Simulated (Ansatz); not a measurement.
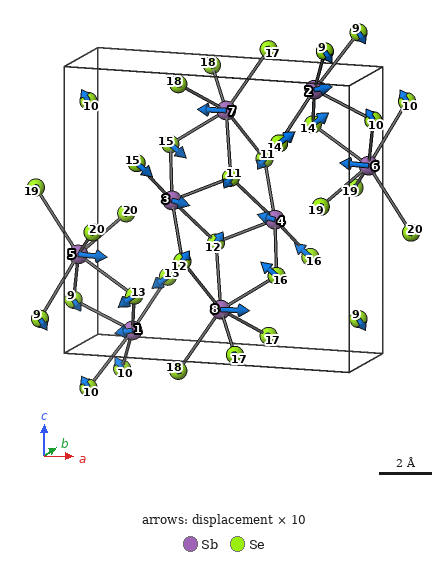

A relaxation of crystalline Sb2Se3 (built on the database structure type). The starting structure is drawn; blue arrows show the displacements (the part carried along by the change of the cell is left out), magnified 10 times.

The picture is a ball-and-stick view of the cell of the calculation, seen slightly off an axis.

All numbers below come from DFT, r2SCAN+rVV10, plane waves, PAW (Ansatz 0.2.0). Set-up: plane-wave cutoff 500 eV; k-point mesh 2 × 6 × 2; occupations fermi dirac; smearing width 0.02 eV; no spin polarisation; cell and atoms relaxed; force threshold 0.005 eV/Å.

Which element moves most?

Answer. Antimony: up to 0.12 Å, against 0.09 Å for selenium.

What did the optimiser do to the structure, and how much energy did it gain?

Answer. The energy falls by 0.177 eV per cell of the calculation in 4 accepted moves (8 points after the start). Largest force component: 0.27 eV/Å at the start, 0.0031 eV/Å at the end. Pressure: 0.45 GPa at the start and 0.00 GPa at the end. The line search rejected the trial steps at points 1, 3, 5 of the run. At 1 point the geometry stayed and the basis and grid were re-selected for the new cell (energy shift of 1.4 meV per cell of the calculation at most each time). The largest moves relative to the cell, 0.12 Å, are those of Sb5, Sb6, Sb7 and Sb8. Sb5 goes along +a. Largest moves by element: Sb 0.12 Å, Se 0.09 Å. The volume changes by +5.0 %, with a 11.698 → 12.023 Å (+2.8 %), b unchanged at 3.989 Å, c 11.338 → 11.587 Å (+2.2 %). Some distances before and after: Sb5–Se19 3.077 → 3.225 Å, Sb5–Se9 3.118 → 3.217 Å, Sb5–Se13 2.730 → 2.672 Å, Sb1–Se9 2.636 → 2.597 Å. Bond angles that change, for instance: Se16–Sb8–Se18 157.4° → 161.9°, Se16–Sb8–Se17 82.6° → 86.5°, Sb6–Se10–Sb6 79.5° → 76.6°. The space group stays Pnma (No. 62).
